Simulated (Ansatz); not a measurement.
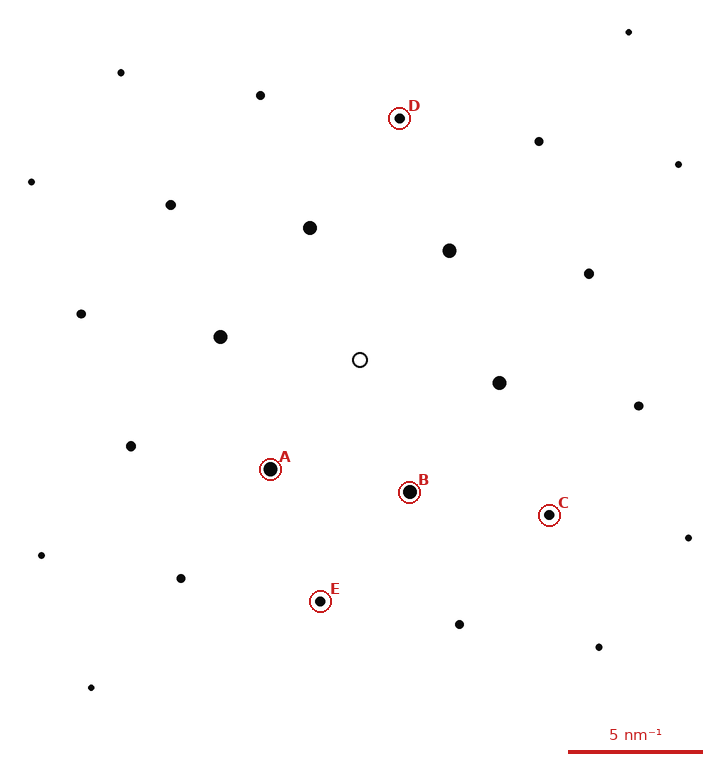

Computed electron diffraction pattern, 200 kV, single scattering only, B = 0.5 Å². The zone axis points towards the electron source and the pattern is seen from the source side.

Crystal: Pd, space group Pm-3m (No. 221), a = 2.670 Å. Structure: the input geometry of an electronic-structure calculation (not necessarily at equilibrium); the starting structure was generated, so it need not be a known form of this composition.

| atom | site | symmetry | x | y | z |
| --- | --- | --- | --- | --- | --- |
| Pd | 1a | m-3m | 0.0000 | 0.0000 | 0.0000 |

Spot A is indexed 0 -1 1 and spot B 1 -1 0.

Q: Index the other marked spots.

A: C = −A + 2B = 2 -1 -1 (d = 1.090 Å). D = −A − B = -1 2 -1 (d = 1.090 Å). E = A + B = 1 -2 1 (d = 1.090 Å).

Q: Which zone axis is this?

A: The cross product of A and B is parallel to [111]; every spot obeys hu + kv + lw = 0.
